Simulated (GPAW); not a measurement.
System: C, space group Cmmm (No. 65), 8 atoms in the primitive cell.

Space group Cmmm (No. 65). a = 4.230 Å, b = 8.719 Å, c = 2.500 Å, α = 90.00°, β = 90.00°, γ = 90.00°
| atom | site | symmetry | x | y | z |
| --- | --- | --- | --- | --- | --- |
| C | 8q | ..m | 0.3156 | 0.0892 | 0.5000 |
| C | 8p | ..m | 0.3148 | 0.3334 | 0.0000 |

GPAW 26.7.0; r2SCAN, GPAW PAW data sets (gpaw-data 1.2.1), no spin polarisation, no spin-orbit coupling, 5×5×7 k mesh, 800 eV cutoff.

What does the calculation give for the electronic structure? The path is Γ–X–S–R–A–Z–Γ–Y–X1–A1–T–Y|Z–T.

A wide-gap semiconductor or insulator. The gap along this path is 3.53 eV and indirect, from the valence-band top at Y to the conduction-band bottom between T and Y; the smallest direct gap is 5.29 eV, between T and Y. The top valence level at Y is a single band, not degenerate (spin aside). The next level lies only 0.19 eV lower. The top valence band spans 5.5 eV and the lowest conduction band 4.1 eV. The direct gaps are 8.95 eV at R, 6.17 eV at Γ and 8.89 eV at A.

The PAW data sets were made with another functional. LDA, GGA and most meta-GGA functionals understate gaps. This isn't the form of C at room conditions, which is graphite. In reduced coordinates of the cell that was run, X is (0.309, 0.309, 0), S is (0, 0.5, 0), R is (0, 0.5, 0.5), A is (0.309, 0.309, 0.5), Z is (0, 0, 0.5), Y is (−0.5, 0.5, 0), X1 is (−0.309, 0.691, 0), A1 is (−0.309, 0.691, 0.5) and T is (−0.5, 0.5, 0.5).

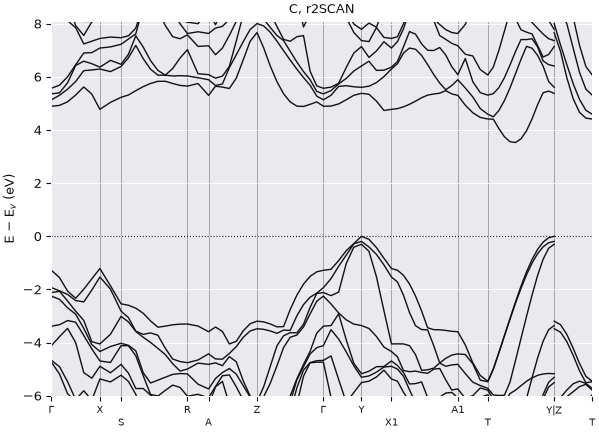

Band structure. Energies are counted from the top of the valence band.
